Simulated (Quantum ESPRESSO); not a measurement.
# C, zinc blende or diamond type, strained in the (001) plane, stepped through biaxial strain in the plane, part 2 of 5

Wanted: a table for C, zinc blende or diamond type, strained in the (001) plane against biaxial strain in the plane, and what can be fitted to it.

Quantum ESPRESSO 7.5; plane-wave DFT, PBE, GBRV ultrasoft pseudopotentials.

So far. Step 2 (Variable-cell relaxation of the reference):  The last row is no step: it is a fresh SCF in the final cell with a new plane-wave basis, -0 meV from the row before.

## Step 3: Variable-cell relaxation, -4 %

What the set-up leaves free in this member is relaxed.

Input file m0.relax.in:

```
&control
  prefix = 'm0.relax'
  outdir = './out'
  pseudo_dir = './pseudo'
  nstep = 40
  forc_conv_thr = 0.001
  calculation = 'vc-relax'
/
&system
  ibrav = 0
  nat = 4
  ntyp = 1
  ecutwfc = 50
  ecutrho = 250
  occupations = 'fixed'
/
&electrons
  conv_thr = 1e-10
  mixing_beta = 0.6
  electron_maxstep = 120
/
&ions
/
&cell
  cell_dofree = 'z'
  press_conv_thr = 0.3
/
ATOMIC_SPECIES
  C   12.0110  c_pbe_v1.2.uspp.F.UPF
CELL_PARAMETERS angstrom
  2.42444155296000 0.00000000000000 0.00000000000000
  0.00000000000000 2.42444155296000 0.00000000000000
  0.00000000000000 0.00000000000000 3.57152940200000
ATOMIC_POSITIONS crystal
  C   0.000000000000 0.000000000000 0.000000000000
  C   0.500000000000 0.000000000000 0.250000011900
  C   0.500000000000 0.500000000000 0.500000000000
  C   0.000000000000 0.500000000000 0.749999988100
K_POINTS automatic
  10 10 8 0 0 0
```

Started as:

```bash
OMP_NUM_THREADS=1 mpirun -n 4 pw.x -nk 4 -in m0.relax.in > m0.relax.out
```

Log:

```text
[banner, memory and clock lines left out]
Program PWSCF v.7.5 starts
[citation notice left out]

[...]
Message from routine setup:
[...]
bravais-lattice index     =            0
     lattice parameter (alat)  =       4.5815  a.u.
     unit-cell volume          =     141.6688 (a.u.)^3
     number of atoms/cell      =            4
     number of atomic types    =            1
     number of electrons       =        16.00
     number of Kohn-Sham states=            8
     kinetic-energy cutoff     =      50.0000  Ry
     charge density cutoff     =     250.0000  Ry
     scf convergence threshold =      1.0E-10
     mixing beta               =       0.6000
     number of iterations used =            8  plain     mixing
     energy convergence thresh.=      1.0E-04
     force convergence thresh. =      1.0E-03
     press convergence thresh. =      3.0E-01
     Exchange-correlation= SLA  PW   PBE  PBE
                           (   1   4   3   4   0   0   0)
     nstep                     =           40

[...]
PseudoPot. # 1 for C  read from file:
     ./pseudo/c_pbe_v1.2.uspp.F.UPF
     Pseudo is Ultrasoft + core correction, Zval =  4.0
     Generated by new atomic code, or converted to UPF format
     Using radial grid of  721 points,  4 beta functions with:
                l(1) =   0
                l(2) =   0
                l(3) =   1
                l(4) =   1
     Q(r) pseudized with  8 coefficients,  rinner =    1.100   1.100   1.100

     atomic species   valence    mass     pseudopotential
     C                 4.00    12.01100     C ( 1.00)

      8 Sym. Ops. (no inversion) found

[...]
number of k points=   105

     Number of k-points >= 100: set verbosity='high' to print them.

     Dense  grid:     9509 G-vectors     FFT dimensions: (  24,  24,  36)

     Smooth grid:     6763 G-vectors     FFT dimensions: (  24,  24,  32)

     Initial potential from superposition of free atoms

     starting charge      15.9998, renormalised to      16.0000
     Starting wfcs are   16 randomized atomic wfcs

     per-process dynamical memory:    13.0 Mb

     Self-consistent Calculation

     iteration #  1     ecut=    50.00 Ry     beta= 0.60
     Davidson diagonalization with overlap
     ethr =  1.00E-02,  avg # of iterations =  2.0

     total energy              =     -45.89406228 Ry
     estimated scf accuracy    <       0.27067954 Ry

     iteration #  2     ecut=    50.00 Ry     beta= 0.60
[...]
total energy              =     -45.89969895 Ry
     estimated scf accuracy    <       0.01971022 Ry

     iteration #  3     ecut=    50.00 Ry     beta= 0.60
[...]
total energy              =     -45.90213501 Ry
     estimated scf accuracy    <       0.00015528 Ry

     iteration #  4     ecut=    50.00 Ry     beta= 0.60
[...]
total energy              =     -45.90220885 Ry
     estimated scf accuracy    <       0.00000478 Ry

     iteration #  5     ecut=    50.00 Ry     beta= 0.60
[...]
total energy              =     -45.90221171 Ry
     estimated scf accuracy    <       0.00000012 Ry

     iteration #  6     ecut=    50.00 Ry     beta= 0.60
[...]
total energy              =     -45.90221178 Ry
     estimated scf accuracy    <       0.00000002 Ry

     iteration #  7     ecut=    50.00 Ry     beta= 0.60
[...]
total energy              =     -45.90221178 Ry
     estimated scf accuracy    <          1.3E-10 Ry

     iteration #  8     ecut=    50.00 Ry     beta= 0.60
[...]
End of self-consistent calculation

     Number of k-points >= 100: set verbosity='high' to print the bands.

     highest occupied level (ev):    15.0182

!    total energy              =     -45.90221178 Ry
     estimated scf accuracy    <          2.9E-11 Ry

     The total energy is the sum of the following terms:
     one-electron contribution =      17.90233954 Ry
     hartree contribution      =       3.70095650 Ry
     xc contribution           =     -15.00224668 Ry
     ewald contribution        =     -52.50326115 Ry

     convergence has been achieved in   8 iterations

     Forces acting on atoms (cartesian axes, Ry/au):

     atom    1 type  1   force =     0.00000000    0.00000000    0.00000000
     atom    2 type  1   force =     0.00000000    0.00000000   -0.00000008
     atom    3 type  1   force =     0.00000000    0.00000000    0.00000000
     atom    4 type  1   force =     0.00000000    0.00000000    0.00000008

     Total force =     0.000000     Total SCF correction =     0.000001
     SCF correction compared to forces is large: reduce conv_thr to get better values

     Computing stress (Cartesian axis) and pressure

          total   stress  (Ry/bohr**3)                   (kbar)     P=      410.09
   0.00376151  -0.00000000   0.00000000          553.34       -0.00        0.00
  -0.00000000   0.00376151   0.00000000           -0.00      553.34        0.00
   0.00000000   0.00000000   0.00084026            0.00        0.00      123.61

     BFGS Geometry Optimization
     Energy error            =      2.5E-03 Ry
     Gradient error          =      8.3E-08 Ry/Bohr
     Cell gradient error     =      1.2E+02 kbar

     number of scf cycles    =   1
     number of bfgs steps    =   0

     enthalpy           new  =     -45.9022117850 Ry

     new trust radius        =       0.0500058965 bohr
     new conv_thr            =            1.0E-10 Ry

     new unit-cell volume =    144.64479 a.u.^3 (    21.43415 Ang^3 )
     density =      3.72205 g/cm^3

CELL_PARAMETERS (angstrom)
   2.424441553   0.000000000   0.000000000
   0.000000000   2.424441553   0.000000000
   0.000000000   0.000000000   3.646554802

ATOMIC_POSITIONS (crystal)
C                0.0000000000        0.0000000000        0.0000000000
C                0.5000000000        0.0000000000        0.2499999996
C                0.5000000000        0.5000000000        0.5000000000
C                0.0000000000        0.5000000000        0.7500000004

[...]
NEW-OLD atomic charge density approx. for the potential
     New effective cutoffs (rho, wfc):  248.40   49.99

     per-process dynamical memory:    14.3 Mb

[...]
!    total energy              =     -45.90204774 Ry
[...]
Total force =     0.000000     Total SCF correction =     0.000000
[...]
number of bfgs steps    =   1
[...]
new trust radius        =       0.0232210687 bohr
[...]
!    total energy              =     -45.90279253 Ry
[...]
Total force =     0.000000     Total SCF correction =     0.000000
[...]
number of bfgs steps    =   1
[...]
new trust radius        =       0.0001284248 bohr
[...]
!    total energy              =     -45.90279255 Ry
[...]
Total force =     0.000000     Total SCF correction =     0.000000
[...]
Self-consistent Calculation

     iteration #  1     ecut=    50.00 Ry     beta= 0.60
     Davidson diagonalization with overlap
     ethr =  1.00E-06,  avg # of iterations =  5.9

     total energy              =     -45.89178429 Ry
     estimated scf accuracy    <       0.27230378 Ry

[...]
iteration #  9     ecut=    50.00 Ry     beta= 0.60
[...]
End of self-consistent calculation

     Number of k-points >= 100: set verbosity='high' to print the bands.

     highest occupied level (ev):    14.8887

!    total energy              =     -45.90280173 Ry
     estimated scf accuracy    <          6.4E-13 Ry

     The total energy is the sum of the following terms:
     one-electron contribution =      17.68958074 Ry
     hartree contribution      =       3.71514140 Ry
     xc contribution           =     -14.96760639 Ry
     ewald contribution        =     -52.33991749 Ry

     convergence has been achieved in   9 iterations

     Forces acting on atoms (cartesian axes, Ry/au):

     atom    1 type  1   force =     0.00000000    0.00000000    0.00000000
     atom    2 type  1   force =     0.00000000    0.00000000    0.00000003
     atom    3 type  1   force =     0.00000000    0.00000000    0.00000000
     atom    4 type  1   force =     0.00000000    0.00000000   -0.00000003

     Total force =     0.000000     Total SCF correction =     0.000000
     SCF correction compared to forces is large: reduce conv_thr to get better values

     Computing stress (Cartesian axis) and pressure

          total   stress  (Ry/bohr**3)                   (kbar)     P=      354.95
   0.00361858  -0.00000000   0.00000000          532.31       -0.00        0.00
  -0.00000000   0.00361858   0.00000000           -0.00      532.31        0.00
   0.00000000   0.00000000   0.00000158            0.00        0.00        0.23

[...]
```

Elapsed: 16 s, on 4 MPI ranks of Intel Xeon Platinum 8259CL at 2.50GHz (Skylake/Cascade Lake), shared host; peak memory 0.23 GiB; 63 s of CPU time.

Relaxation path:

```csv
step,energy less that of the first step (eV),largest force (eV/Å),volume (Å³)
1,0.0000,0.0000,20.99
2,0.0022,0.0000,21.43
3,-0.0079,0.0000,21.20
4,-0.0079,0.0000,21.20
5,-0.0080,0.0000,21.20
```

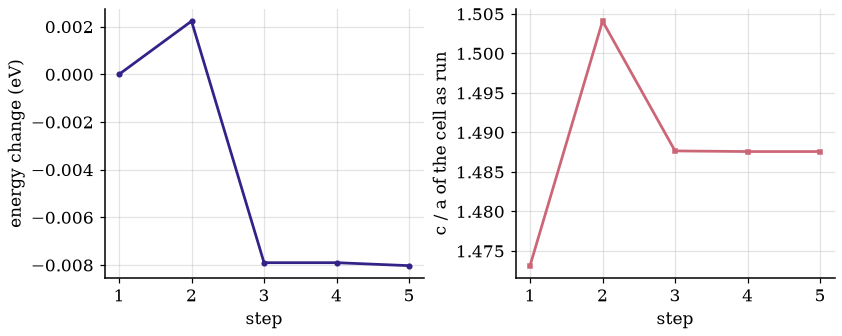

Energy and cell shape along the relaxation.

```csv
"conventional cell, symmetrised",before,after,change
a (Å),2.424,2.424,+0.0 %
b (Å),2.424,2.424,+0.0 %
c (Å),3.572,3.607,+1.0 %
volume (Å³/atom),5.25,5.30,+1.0 %
```

The relaxed structure:

```cif
data_structure
_symmetry_space_group_name_H-M 'P 1'
_symmetry_Int_Tables_number 1
_cell_length_a 2.4244
_cell_length_b 2.4244
_cell_length_c 3.6065
_cell_angle_alpha 90.000
_cell_angle_beta 90.000
_cell_angle_gamma 90.000
_cell_volume 21.20
loop_
_atom_site_label
_atom_site_type_symbol
_atom_site_fract_x
_atom_site_fract_y
_atom_site_fract_z
_atom_site_occupancy
C1 C 0.00000 0.00000 0.00000 1
C2 C 0.50000 0.00000 0.25000 1
C3 C 0.50000 0.50000 0.50000 1
C4 C 0.00000 0.50000 0.75000 1
```

 The last row is no step: it is a fresh SCF in the final cell with a new plane-wave basis, -0 meV from the row before.

Read from the output:

* free energy: -624.5394 eV
* valence top, on the run's zero: 14.89 eV

## Step 4: Ground state, -4 %

The self-consistent run of this member.

Input file m0.scf.in:

```
&control
  prefix = 'm0.scf'
  outdir = './out'
  pseudo_dir = './pseudo'
  calculation = 'scf'
  tprnfor = .true.
/
&system
  ibrav = 0
  nat = 4
  ntyp = 1
  ecutwfc = 40
  ecutrho = 200
  occupations = 'fixed'
  nbnd = 12
/
&electrons
  conv_thr = 1e-09
  mixing_beta = 0.6
  electron_maxstep = 120
/
ATOMIC_SPECIES
  C   12.0110  c_pbe_v1.2.uspp.F.UPF
CELL_PARAMETERS angstrom
  2.42444155300000 0.00000000000000 0.00000000000000
  0.00000000000000 2.42444155300000 0.00000000000000
  0.00000000000000 0.00000000000000 3.60653909000000
ATOMIC_POSITIONS crystal
  C   0.000000000000 0.000000000000 0.000000000000
  C   0.500000000000 0.000000000000 0.249999997200
  C   0.500000000000 0.500000000000 0.500000000000
  C   0.000000000000 0.500000000000 0.750000002800
K_POINTS automatic
  10 10 8 0 0 0
```

Started as:

```bash
OMP_NUM_THREADS=1 mpirun -n 4 pw.x -nk 4 -in m0.scf.in > m0.scf.out
```

Log:

```text
[banner, memory and clock lines left out]
Program PWSCF v.7.5 starts
[citation notice left out]

[...]
Message from routine setup:
[...]
bravais-lattice index     =            0
     lattice parameter (alat)  =       4.5815  a.u.
     unit-cell volume          =     143.0575 (a.u.)^3
     number of atoms/cell      =            4
     number of atomic types    =            1
     number of electrons       =        16.00
     number of Kohn-Sham states=           12
     kinetic-energy cutoff     =      40.0000  Ry
     charge density cutoff     =     200.0000  Ry
     scf convergence threshold =      1.0E-09
     mixing beta               =       0.6000
     number of iterations used =            8  plain     mixing
     Exchange-correlation= SLA  PW   PBE  PBE
                           (   1   4   3   4   0   0   0)

[...]
PseudoPot. # 1 for C  read from file:
     ./pseudo/c_pbe_v1.2.uspp.F.UPF
     Pseudo is Ultrasoft + core correction, Zval =  4.0
     Generated by new atomic code, or converted to UPF format
     Using radial grid of  721 points,  4 beta functions with:
                l(1) =   0
                l(2) =   0
                l(3) =   1
                l(4) =   1
     Q(r) pseudized with  8 coefficients,  rinner =    1.100   1.100   1.100

     atomic species   valence    mass     pseudopotential
     C                 4.00    12.01100     C ( 1.00)

      8 Sym. Ops. (no inversion) found

[...]
number of k points=   105

     Number of k-points >= 100: set verbosity='high' to print them.

     Dense  grid:     6867 G-vectors     FFT dimensions: (  24,  24,  32)

     Smooth grid:     4855 G-vectors     FFT dimensions: (  20,  20,  27)

     Initial potential from superposition of free atoms

     starting charge      15.9998, renormalised to      16.0000
     Starting wfcs are   16 randomized atomic wfcs

     per-process dynamical memory:    11.8 Mb

     Self-consistent Calculation

     iteration #  1     ecut=    40.00 Ry     beta= 0.60
     Davidson diagonalization with overlap
     ethr =  1.00E-02,  avg # of iterations =  2.9

     total energy              =     -45.89340366 Ry
     estimated scf accuracy    <       0.26507141 Ry

     iteration #  2     ecut=    40.00 Ry     beta= 0.60
[...]
total energy              =     -45.89956579 Ry
     estimated scf accuracy    <       0.01872971 Ry

     iteration #  3     ecut=    40.00 Ry     beta= 0.60
[...]
total energy              =     -45.90150783 Ry
     estimated scf accuracy    <       0.00016581 Ry

     iteration #  4     ecut=    40.00 Ry     beta= 0.60
[...]
total energy              =     -45.90154647 Ry
     estimated scf accuracy    <       0.00000451 Ry

     iteration #  5     ecut=    40.00 Ry     beta= 0.60
[...]
total energy              =     -45.90154743 Ry
     estimated scf accuracy    <       0.00000007 Ry

     iteration #  6     ecut=    40.00 Ry     beta= 0.60
[...]
total energy              =     -45.90154746 Ry
     estimated scf accuracy    <          5.7E-09 Ry

     iteration #  7     ecut=    40.00 Ry     beta= 0.60
[...]
End of self-consistent calculation

     Number of k-points >= 100: set verbosity='high' to print the bands.

     highest occupied, lowest unoccupied level (ev):    14.8909   18.5414

!    total energy              =     -45.90154746 Ry
     estimated scf accuracy    <          2.6E-10 Ry

     The total energy is the sum of the following terms:
     one-electron contribution =      17.69114177 Ry
     hartree contribution      =       3.71449429 Ry
     xc contribution           =     -14.96726599 Ry
     ewald contribution        =     -52.33991754 Ry

     convergence has been achieved in   7 iterations

     Forces acting on atoms (cartesian axes, Ry/au):

     atom    1 type  1   force =     0.00000000    0.00000000    0.00000000
     atom    2 type  1   force =     0.00000000    0.00000000   -0.00000088
     atom    3 type  1   force =     0.00000000    0.00000000    0.00000000
     atom    4 type  1   force =     0.00000000    0.00000000    0.00000088

     Total force =     0.000001     Total SCF correction =     0.000004
     SCF correction compared to forces is large: reduce conv_thr to get better values

[...]
```

Run time: 4.2 s. Hardware: 4 MPI ranks; peak memory 0.22 GiB.

This step gave:

* free energy: -624.5224 eV
* conduction bottom, on the run's zero: 18.54 eV
* gap by band count: 3.651 eV

(Part 2 of 5 ends here.)

[Logs are printed without paths, hosts, clocks, repeated set-up lines and the standing remarks that a program may print on its own settings, such as how far it seeks lower states.]

[Hosts, paths, dates, database ids (printed as entryN), source tags and the programs' standing remarks are cut or masked in the printed files.]

[Maps of the electrostatic potential energy from Ansatz leave out the sawtooth potential of an applied field or a dipole correction, so their vacuum need not be flat; planar profiles and work functions include it.]
